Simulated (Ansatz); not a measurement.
**Geometry relaxation, with input and output: SiO2 (part 3 of 3)**

Continued. System: SiO2 (12 atoms in the cell). Method: DFT with r2SCAN, PAW plane waves, no spin polarisation (Ansatz 0.2.0); cutoff 500 eV, 6×6×4 k-mesh, Fermi–Dirac smearing of 0.05 eV. The structure derives from an entry of the Crystallography Open Database.

Geometry of the input (Å; fractional positions):
```
4.7059  0.0000  0.0000
0.0000  4.7059  0.0000
0.0000  0.0000  6.3432
Si 0.3316  0.3316  0.0000
Si 0.1684  0.8316  0.2500
Si 0.6684  0.6684  0.5000
Si 0.8316  0.1684  0.7500
O  0.2297  0.1648  0.2119
O  0.3352  0.7297  0.4619
O  0.7703  0.8352  0.7119
O  0.6648  0.2703  0.9619
O  0.7297  0.3352  0.5381
O  0.8352  0.7703  0.2881
O  0.2703  0.6648  0.0381
O  0.1648  0.2297  0.7881
```

## Output, continued
```
--- Relaxed structure (8 steps of the walk, 8 accepted, 2 SCFs on fresh bases) ---
  F+E_penalty+E_count = -7120.30556616 eV   max|allowed force component| = 1.286e-3 eV/Å   (the final SCF, on the basis selected at the relaxed cell)
  cell:  # Å, volume = 171.5040 Å³
    - [4.979888025179387, 6.973940216844592e-34, 0.0]
    - [6.973940216844592e-34, 4.979888025179387, -1.4819622960794758e-33]
    - [0.0, -1.9975788218718867e-33, 6.9156821822369485]
  atoms:
    - { symbol: Si, position: [0.3024410605332806, 0.3024410605332806, 3.6463595323848115e-19] }
    - { symbol: Si, position: [0.19755893946671946, 0.8024410605332806, 0.25] }
    - { symbol: Si, position: [0.6975589394667194, 0.6975589394667194, 0.5] }
    - { symbol: Si, position: [0.8024410605332806, 0.19755893946671946, 0.75] }
    - { symbol: O, position: [0.23817543684558312, 0.10919869913714514, 0.181399998930694] }
    - { symbol: O, position: [0.39080130086285486, 0.7381754368455832, 0.431399998930694] }
    - { symbol: O, position: [0.7618245631544168, 0.890801300862855, 0.6813999989306939] }
    - { symbol: O, position: [0.6091986991371451, 0.2618245631544168, 0.9313999989306939] }
    - { symbol: O, position: [0.7381754368455832, 0.39080130086285486, 0.568600001069306] }
    - { symbol: O, position: [0.890801300862855, 0.7618245631544168, 0.31860000106930597] }
    - { symbol: O, position: [0.2618245631544168, 0.6091986991371451, 0.06860000106930596] }
    - { symbol: O, position: [0.10919869913714514, 0.23817543684558312, 0.818600001069306] }
--- Löwdin populations: 12 sites ---
  site symbol       q [e]
     0     Si      2.1233
     1     Si      2.1233
     2     Si      2.1233
     3     Si      2.1233
     4      O      6.8292
     5      O      6.8292
     6      O      6.8292
     7      O      6.8292
     8      O      6.8292
     9      O      6.8292
    10      O      6.8292
    11      O      6.8292
  spilling = 0.013644 (of n_electrons = 64.000000)
--- Bader charges: 12 sites ---
  site symbol  charge [e]  shift [e]
     0     Si      3.3664     0.0092
     1     Si      3.3664     0.0092
     2     Si      3.3664     0.0092
     3     Si      3.3664     0.0092
     4      O     -1.6832     0.0046
     5      O     -1.6832     0.0046
     6      O     -1.6832     0.0046
     7      O     -1.6832     0.0046
     8      O     -1.6832     0.0046
     9      O     -1.6832     0.0046
    10      O     -1.6832     0.0046
    11      O     -1.6832     0.0046
  estimated error of the sums over rays = 3.8e-4 e
```

## Trajectory as extended XYZ (Å, eV, eV/Å), 10 frames, from step=1 to step=10
```
12
Lattice="4.7059 0.0000 0.0000 0.0000 4.7059 0.0000 0.0000 0.0000 6.3432" Properties=species:S:1:pos:R:3:forces:R:3 step=1 energy=-7119.86134 pressure_GPa=2.07
Si    1.5605    1.5605    0.0000   -0.1930  -0.1930   0.0000
Si    0.7925    3.9134    1.5858    0.1930  -0.1930   0.0000
Si    3.1454    3.1454    3.1716    0.1930   0.1930   0.0000
Si    3.9134    0.7925    4.7574   -0.1930   0.1930   0.0000
O     1.0809    0.7755    1.3441   -0.0445   0.0821  -0.4841
O     1.5774    3.4339    2.9299   -0.0821  -0.0445  -0.4841
O     3.6250    3.9304    4.5157    0.0445  -0.0821  -0.4841
O     3.1285    1.2720    6.1015    0.0821   0.0445  -0.4841
O     3.4339    1.5774    3.4133   -0.0445  -0.0821   0.4841
O     3.9304    3.6250    1.8275   -0.0821   0.0445   0.4841
O     1.2720    3.1285    0.2417    0.0445   0.0821   0.4841
O     0.7755    1.0809    4.9991    0.0821  -0.0445   0.4841
12
Lattice="4.7533 0.0000 0.0000 0.0000 4.7533 0.0000 0.0000 0.0000 6.4826" Properties=species:S:1:pos:R:3:forces:R:3 step=2 energy=-7120.01756 pressure_GPa=0.35
Si    1.5486    1.5486    0.0000   -0.0914  -0.0914   0.0000
Si    0.8280    3.9253    1.6206    0.0914  -0.0914   0.0000
Si    3.2047    3.2047    3.2413    0.0914   0.0914   0.0000
Si    3.9253    0.8280    4.8619   -0.0914   0.0914   0.0000
O     1.1006    0.7410    1.3410   -0.0476   0.0075  -0.4651
O     1.6357    3.4773    2.9616   -0.0075  -0.0476  -0.4651
O     3.6527    4.0123    4.5823    0.0476  -0.0075  -0.4651
O     3.1176    1.2760    6.2029    0.0075   0.0476  -0.4651
O     3.4773    1.6357    3.5210   -0.0476  -0.0075   0.4651
O     4.0123    3.6527    1.9003   -0.0075   0.0476   0.4651
O     1.2760    3.1176    0.2797    0.0476   0.0075   0.4651
O     0.7410    1.1006    5.1416    0.0075  -0.0476   0.4651
12
Lattice="4.8615 0.0000 0.0000 0.0000 4.8615 0.0000 0.0000 0.0000 6.7850" Properties=species:S:1:pos:R:3:forces:R:3 step=3 energy=-7120.23583 pressure_GPa=-0.15
Si    1.5203    1.5203    0.0000    0.3072   0.3072   0.0000
Si    0.9104    3.9511    1.6963   -0.3072   0.3072   0.0000
Si    3.3412    3.3412    3.3925   -0.3072  -0.3072   0.0000
Si    3.9511    0.9104    5.0888    0.3072  -0.3072   0.0000
O     1.1432    0.6477    1.3011   -0.1110  -0.3523   0.0851
O     1.7830    3.5739    2.9974    0.3523  -0.1110   0.0851
O     3.7183    4.2138    4.6936    0.1110   0.3523   0.0851
O     3.0785    1.2876    6.3899   -0.3523   0.1110   0.0851
O     3.5739    1.7830    3.7877   -0.1110   0.3523  -0.0851
O     4.2138    3.7183    2.0914    0.3523   0.1110  -0.0851
O     1.2876    3.0785    0.3952    0.1110  -0.3523  -0.0851
O     0.6477    1.1432    5.4840   -0.3523  -0.1110  -0.0851
12
Lattice="4.9324 0.0000 0.0000 0.0000 4.9324 0.0000 0.0000 0.0000 6.8959" Properties=species:S:1:pos:R:3:forces:R:3 step=4 energy=-7120.27334 pressure_GPa=-0.09
Si    1.5017    1.5017    0.0000   -0.1116  -0.1116   0.0000
Si    0.9645    3.9679    1.7240    0.1116  -0.1116   0.0000
Si    3.4307    3.4307    3.4479    0.1116   0.1116   0.0000
Si    3.9679    0.9645    5.1719   -0.1116   0.1116   0.0000
O     1.1647    0.5703    1.2820    0.0907   0.2153  -0.2843
O     1.8959    3.6309    3.0059   -0.2153   0.0907  -0.2843
O     3.7677    4.3621    4.7299   -0.0907  -0.2153  -0.2843
O     3.0365    1.3015    6.4539    0.2153  -0.0907  -0.2843
O     3.6309    1.8959    3.8899    0.0907  -0.2153   0.2843
O     4.3621    3.7677    2.1660   -0.2153  -0.0907   0.2843
O     1.3015    3.0365    0.4420   -0.0907   0.2153   0.2843
O     0.5703    1.1647    5.6139    0.2153   0.0907   0.2843
12
Lattice="4.9812 0.0000 0.0000 0.0000 4.9812 0.0000 0.0000 0.0000 6.8802" Properties=species:S:1:pos:R:3:forces:R:3 step=5 energy=-7120.29120 pressure_GPa=-0.38
Si    1.5158    1.5158    0.0000   -0.0542  -0.0542   0.0000
Si    0.9748    4.0064    1.7201    0.0542  -0.0542   0.0000
Si    3.4654    3.4654    3.4401    0.0542   0.0542   0.0000
Si    4.0064    0.9748    5.1602   -0.0542   0.0542   0.0000
O     1.1834    0.5551    1.2550    0.0066   0.0002  -0.0030
O     1.9355    3.6740    2.9750   -0.0002   0.0066  -0.0030
O     3.7978    4.4261    4.6951   -0.0066  -0.0002  -0.0030
O     3.0457    1.3072    6.4152    0.0002  -0.0066  -0.0030
O     3.6740    1.9355    3.9052    0.0066  -0.0002   0.0030
O     4.4261    3.7978    2.1851   -0.0002  -0.0066   0.0030
O     1.3072    3.0457    0.4651   -0.0066   0.0002   0.0030
O     0.5551    1.1834    5.6253    0.0002   0.0066   0.0030
12
Lattice="4.9734 0.0000 0.0000 0.0000 4.9734 0.0000 0.0000 0.0000 6.8936" Properties=species:S:1:pos:R:3:forces:R:3 step=6 energy=-7120.29286 pressure_GPa=0.13
Si    1.5082    1.5082    0.0000   -0.0011  -0.0011   0.0000
Si    0.9785    3.9949    1.7234    0.0011  -0.0011   0.0000
Si    3.4653    3.4653    3.4468    0.0011   0.0011   0.0000
Si    3.9949    0.9785    5.1702   -0.0011   0.0011   0.0000
O     1.1827    0.5507    1.2564    0.0011   0.0054   0.0062
O     1.9360    3.6694    2.9798   -0.0054   0.0011   0.0062
O     3.7908    4.4228    4.7032   -0.0011  -0.0054   0.0062
O     3.0374    1.3041    6.4266    0.0054  -0.0011   0.0062
O     3.6694    1.9360    3.9138    0.0011  -0.0054  -0.0062
O     4.4228    3.7908    2.1904   -0.0054  -0.0011  -0.0062
O     1.3041    3.0374    0.4670   -0.0011   0.0054  -0.0062
O     0.5507    1.1827    5.6372    0.0054   0.0011  -0.0062
12
Lattice="4.9752 0.0000 0.0000 0.0000 4.9752 0.0000 0.0000 0.0000 6.8966" Properties=species:S:1:pos:R:3:forces:R:3 step=7 energy=-7120.29285 pressure_GPa=0.00
Si    1.5082    1.5082    0.0000    0.0000   0.0000   0.0000
Si    0.9794    3.9958    1.7241    0.0000   0.0000   0.0000
Si    3.4669    3.4669    3.4483    0.0000   0.0000   0.0000
Si    3.9958    0.9794    5.1724    0.0000   0.0000   0.0000
O     1.1835    0.5501    1.2565   -0.0001  -0.0001   0.0001
O     1.9375    3.6711    2.9806    0.0001  -0.0001   0.0001
O     3.7917    4.4251    4.7048    0.0001   0.0001   0.0001
O     3.0376    1.3041    6.4289   -0.0001   0.0001   0.0001
O     3.6711    1.9375    3.9160   -0.0001   0.0001  -0.0001
O     4.4251    3.7917    2.1918    0.0001   0.0001  -0.0001
O     1.3041    3.0376    0.4677    0.0001  -0.0001  -0.0001
O     0.5501    1.1835    5.6401   -0.0001  -0.0001  -0.0001
12
Lattice="4.9752 0.0000 0.0000 0.0000 4.9752 0.0000 0.0000 0.0000 6.8966" Properties=species:S:1:pos:R:3:forces:R:3 step=8 energy=-7120.30520 pressure_GPa=0.09
Si    1.5082    1.5082    0.0000    0.0000   0.0000   0.0000
Si    0.9794    3.9958    1.7241    0.0000   0.0000   0.0000
Si    3.4669    3.4669    3.4483    0.0000   0.0000   0.0000
Si    3.9958    0.9794    5.1724    0.0000   0.0000   0.0000
O     1.1835    0.5501    1.2565   -0.0002   0.0001   0.0002
O     1.9375    3.6711    2.9806   -0.0001  -0.0002   0.0002
O     3.7917    4.4251    4.7048    0.0002  -0.0001   0.0002
O     3.0376    1.3041    6.4289    0.0001   0.0002   0.0002
O     3.6711    1.9375    3.9160   -0.0002  -0.0001  -0.0002
O     4.4251    3.7917    2.1918   -0.0001   0.0002  -0.0002
O     1.3041    3.0376    0.4677    0.0002   0.0001  -0.0002
O     0.5501    1.1835    5.6401    0.0001  -0.0002  -0.0002
12
Lattice="4.9799 0.0000 0.0000 0.0000 4.9799 0.0000 0.0000 0.0000 6.9157" Properties=species:S:1:pos:R:3:forces:R:3 step=9 energy=-7120.30525 pressure_GPa=0.01
Si    1.5061    1.5061    0.0000   -0.0013  -0.0013   0.0000
Si    0.9838    3.9961    1.7289    0.0013  -0.0013   0.0000
Si    3.4738    3.4738    3.4578    0.0013   0.0013   0.0000
Si    3.9961    0.9838    5.1868   -0.0013   0.0013   0.0000
O     1.1861    0.5438    1.2545    0.0002  -0.0006  -0.0003
O     1.9461    3.6760    2.9834    0.0006   0.0002  -0.0003
O     3.7938    4.4361    4.7123   -0.0002   0.0006  -0.0003
O     3.0337    1.3039    6.4413   -0.0006  -0.0002  -0.0003
O     3.6760    1.9461    3.9323    0.0002   0.0006   0.0003
O     4.4361    3.7938    2.2033    0.0006  -0.0002   0.0003
O     1.3039    3.0337    0.4744   -0.0002  -0.0006   0.0003
O     0.5438    1.1861    5.6612   -0.0006   0.0002   0.0003
12
Lattice="4.9799 0.0000 0.0000 0.0000 4.9799 0.0000 0.0000 0.0000 6.9157" Properties=species:S:1:pos:R:3:forces:R:3 step=10 energy=-7120.30557 pressure_GPa=0.01
Si    1.5061    1.5061    0.0000   -0.0013  -0.0013   0.0000
Si    0.9838    3.9961    1.7289    0.0013  -0.0013   0.0000
Si    3.4738    3.4738    3.4578    0.0013   0.0013   0.0000
Si    3.9961    0.9838    5.1868   -0.0013   0.0013   0.0000
O     1.1861    0.5438    1.2545    0.0002  -0.0006  -0.0003
O     1.9461    3.6760    2.9834    0.0006   0.0002  -0.0003
O     3.7938    4.4361    4.7123   -0.0002   0.0006  -0.0003
O     3.0337    1.3039    6.4413   -0.0006  -0.0002  -0.0003
O     3.6760    1.9461    3.9323    0.0002   0.0006   0.0003
O     4.4361    3.7938    2.2033    0.0006  -0.0002   0.0003
O     1.3039    3.0337    0.4744   -0.0002  -0.0006   0.0003
O     0.5438    1.1861    5.6612   -0.0006   0.0002   0.0003
```

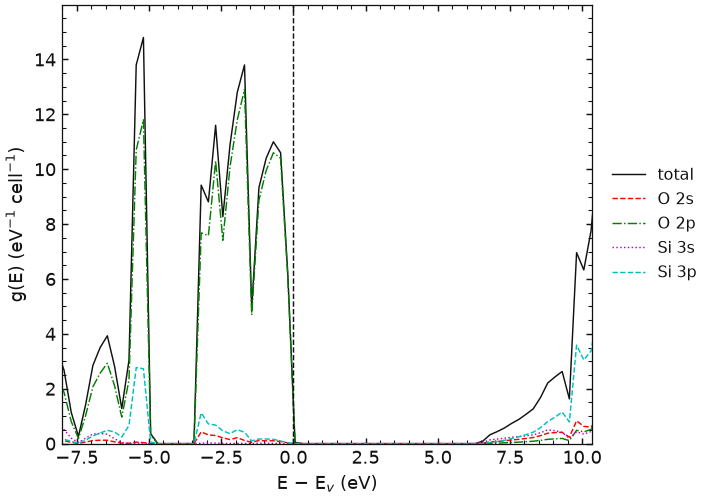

Fig. 1: Density of states (projected on Löwdin-orthogonalised atomic shells), with energies from the valence-band top. There is a gap of 6.35 eV on the k-point mesh.

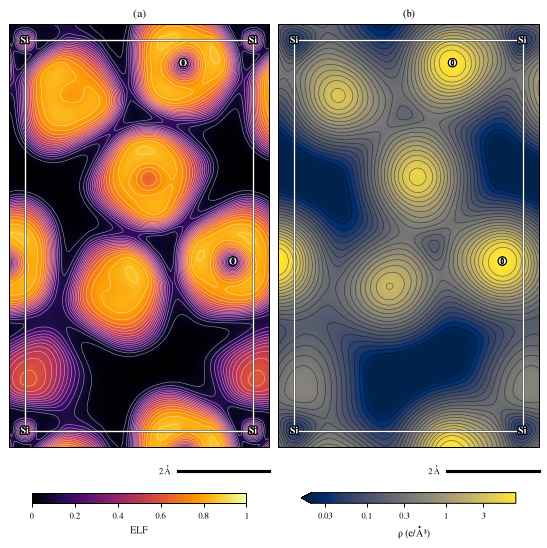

Fig. 2: (a) electron localisation function; (b) valence electron density on the (101̄) plane of the conventional cell. The plane passes through Si and O nuclei. Away from the nuclei the density in this plane falls to 0.007 e/Å³ at its lowest. The fields are those of the smooth PAW valence density.

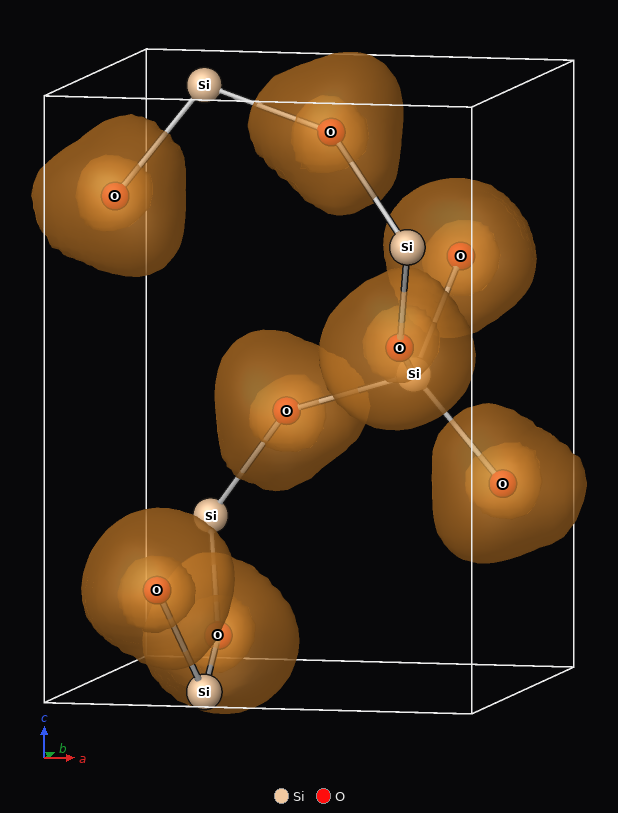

Fig. 3: Isosurface of the electron localisation function at 0.75 (orange), seen slightly off an axis. Core shells and regions of very low density are left out. Sticks mark near contacts. The outline is the cell set on symmetry axes. Along the contacts the grid gives the following.

## Summary

| quantity | value |
| --- | --- |
| outcome | converged |
| space group (tolerance 0.01 Å) | P4₁2₁2 (92) |
| electrons treated | 64 |
| free energy | −7120.3056 eV |
| Fermi energy | 4.168 eV |
| gap on the k-point mesh | 6.35 eV |
| pressure | 0.01 GPa |
| final volume | 171.50 Å³ |
| largest force (length of the vector) at the end | 0.002 eV/Å |
| final cell | a = 4.980 Å, b = 4.980 Å, c = 6.916 Å, α = 90.00°, β = 90.00°, γ = 90.00° |
| wall time | 5.3 min (CPU time 11 min) |
| peak memory | 0.78 GiB |
